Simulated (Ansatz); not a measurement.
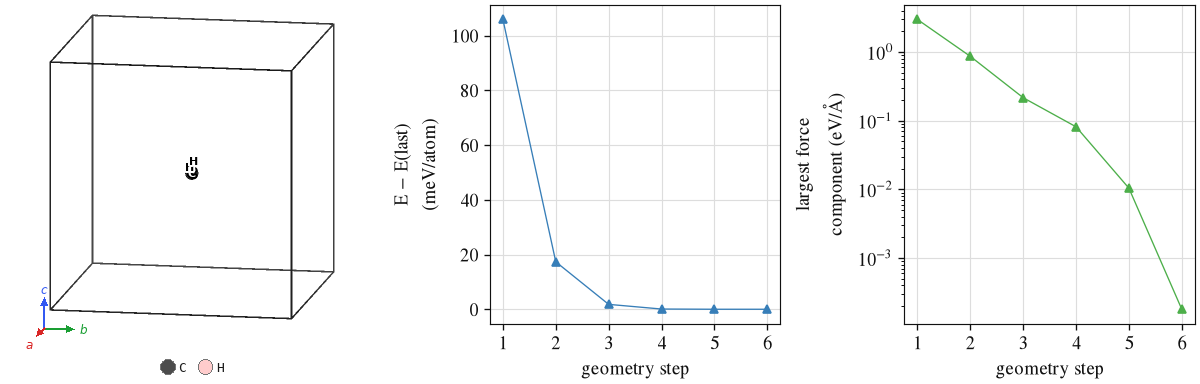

Beside the plot: the structure at the start.

History of a geometry optimisation. The run: H2C (3 atoms in the cell), by Ansatz 0.2.0, DFT PBE+D3(BJ), scalar-relativistic, plane waves, PAW; cutoff 420 eV, 1×1×1 k-mesh, Gaussian smearing of 0.005 eV, collinear spins. Only the atoms move.

The optimisation met its thresholds at geometry 6, counting the start as the first. The energy fell by about 110 meV/atom from the first step to the last. The largest force component goes from about 3 eV/Å at the start to 1.8 × 10⁻⁴ eV/Å at the end.
